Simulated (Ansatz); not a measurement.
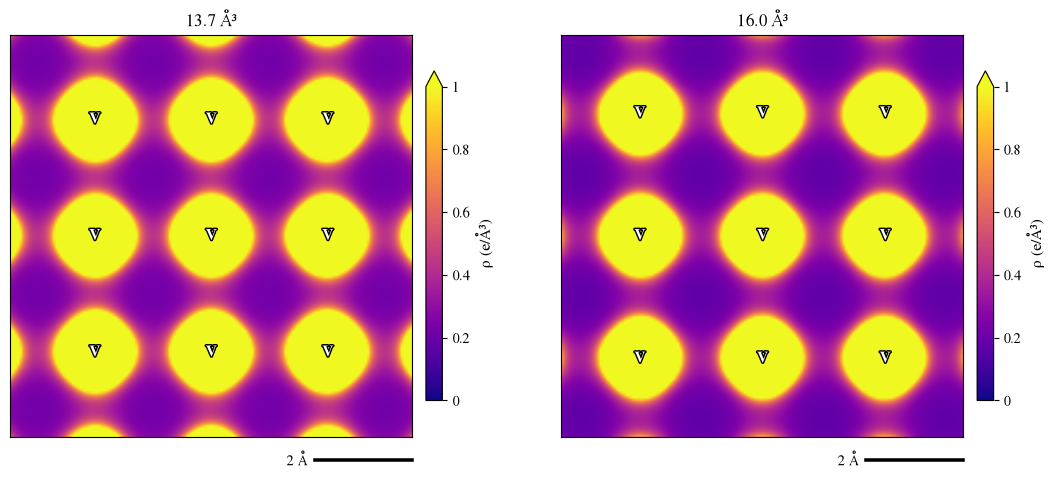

V. The valence charge density (pseudo) of cells scaled evenly to different volumes (given per atom above each panel), on the (100) plane of each (indices in the axes of the cell below), at one length scale and on one colour scale.

A generated structure, not necessarily the stable one; the program warned that a starting moment wasn't kept; spin-polarised, but the moments vanished.

Level of theory: Ansatz, DFT, m-r2SCAN, plane waves (500 eV) with PAW, scalar-relativistic.

The density is the valence pseudo-density of a PAW calculation; it isn't the true density close to the nuclei.

The largest cell:

```yaml
crystal:
  lattice:
    - [2.51824, 0.00000, 0.00000]
    - [0.00000, 2.51824, 0.00000]
    - [0.00000, 0.00000, 2.51824]
  atoms:
    - { symbol: V, position: [0.00000, 0.00000, 0.00000] }
```

| volume (Å³/atom) | V–V contact in the plane (Å) | ρ at its midpoint (e/Å³) | pressure (GPa) | 
| --- | --- | --- | --- |
| 13.69 | 2.392 | 0.438 | 8.6 | 
| 15.40 | 2.488 | ? | ? | 
| 15.97 | 2.518 | 0.364 | −12.0 | 

Estimate the missing row, and compare with the calculation.

Answer. Over the known rows ln ρ falls by 1.47 per Å of V–V distance (the line through the two), which gives 0.380 e/Å³ at 2.488 Å; the calculation gives 0.381 e/Å³. For the pressure, a straight line in volume between the neighbouring rows gives −6.9 GPa; the calculation gives −8.1, lower because pressure rises ever faster on compression.
